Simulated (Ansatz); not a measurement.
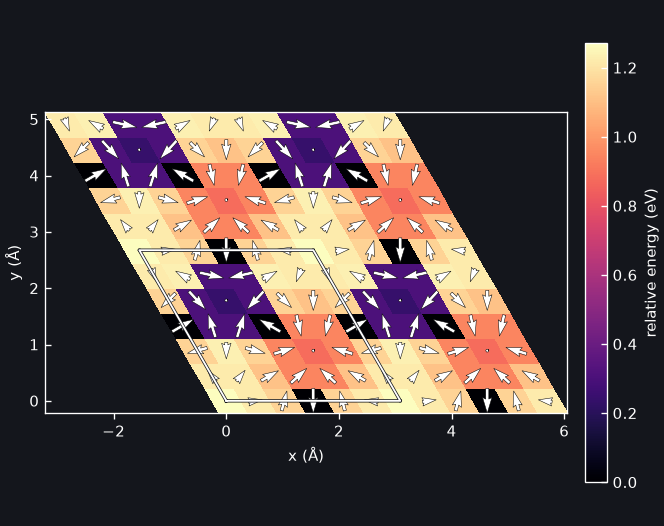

Energy landscape of N on an AlN(001) slab cut from the P6_3mc phase, its upper half relaxed before the scan (8 atoms of substrate and one adsorbate in a 1 × 1 cell). N is moved over the surface cell; relaxed at each place: the height of the adsorbate's atoms; substrate rigid; the origin of the map has the adsorbate above Al8. Places are given modulo a cell vector. The map is drawn in real space over the plane of the surface. The grid has 6 × 6 points; 10 points were computed and 26 follow by symmetry. Energies are in eV, from the lowest grid point. Energies and slopes of some neighbouring points disagree (a jump in structure or state, or too coarse a mesh). The relaxed height changes by up to 0.8 Å between neighbouring points. The magnetic moment jumps between some neighbouring points. With one adsorbate in each 1 × 1 cell, its nearest image is 3.1 Å away, so neighbouring adsorbates interact. Computed with DFT LDA, scalar-relativistic, plane waves, PAW in Ansatz. Settings: cutoff 420 eV, k-mesh 9×9×1, gaussian smearing 0.05 eV, spin-polarised.

In the figure: one coloured cell a grid point, arrows along the force (downhill), their lengths compressed, the outline of one cell of the 2 × 2 shown. 

### Describe this landscape.

The lowest grid point is at a bridge site between two Al atoms, (0/6, 3/6) of the cell vectors. The same energy is found at a bridge site between two Al atoms, (3/6, 0/6) of the cell vectors; a bridge site between two Al atoms, (3/6, 3/6) of the cell vectors. The highest grid point, the top site over a surface Al atom, (0/6, 0/6) of the cell vectors, lies 1.27 eV above the lowest. At the lowest point the adsorbate has 1 N at 1.65 Å as nearest neighbours, at the highest 1 Al at 1.90 Å. Its relaxed height above the top atom is 0.89 Å at the lowest and 1.90 Å at the highest point.

The input of one point:

```yaml
crystal:
  lattice:
    - [3.0886572988, 0.0, 0.0]
    - [-1.5443286494, 2.6748556844, 0.0]
    - [0.0, 0.0, 23.4285599647]
  atoms:
    - { symbol: "N", position: [0.3333333333, 0.6666666667, 0.1707317909] }
    - { symbol: Al, position: [0.6666666667, 0.3333333333, 0.1956303232] }
    - { symbol: "N", position: [0.6666666667, 0.3333333333, 0.2762232416] }
    - { symbol: Al, position: [0.3333333333, 0.6666666667, 0.301121774] }
    - { symbol: "N", position: [0.3333333333, 0.6666666667, 0.3839172223] }
    - { symbol: Al, position: [0.6666666667, 0.3333333333, 0.4041064593] }
    - { symbol: "N", position: [0.6666666667, 0.3333333333, 0.4877345309] }
    - { symbol: Al, position: [0.3333333333, 0.6666666667, 0.5091461013] }
    - { symbol: "N", position: [0.3333333333, 1.1666666667, 0.559706266], spin: 3.0 }
basis:
  ecutwfc: 420
kpoints:
  mp_grid: { grid: [9, 9, 1] }
hamiltonian:
  xc: lda
  pseudopotentials: { kind: paw, azcp: { folder: soft_1 } }
scf:
  occupations: { method: gaussian, width: 0.05 }
output:
  forces: true
  eigenvalues: true
  populations: true
magnetization:
  spin_polarized: true
relax:
  adjacent_minimum: "off"
  f_tol: 0.025
  max_steps: 16
  constraints: [{ sites: [0, 1, 2, 3, 4, 5, 6, 7] }, { sites: [8], fix: xy }]
efield:
  axis: 3
  dipole_correction: true
  ramp_width: 0.04
```

The whole map (10 points run) took 41 min on 1 thread of Arm Neoverse V1, on a shared host.
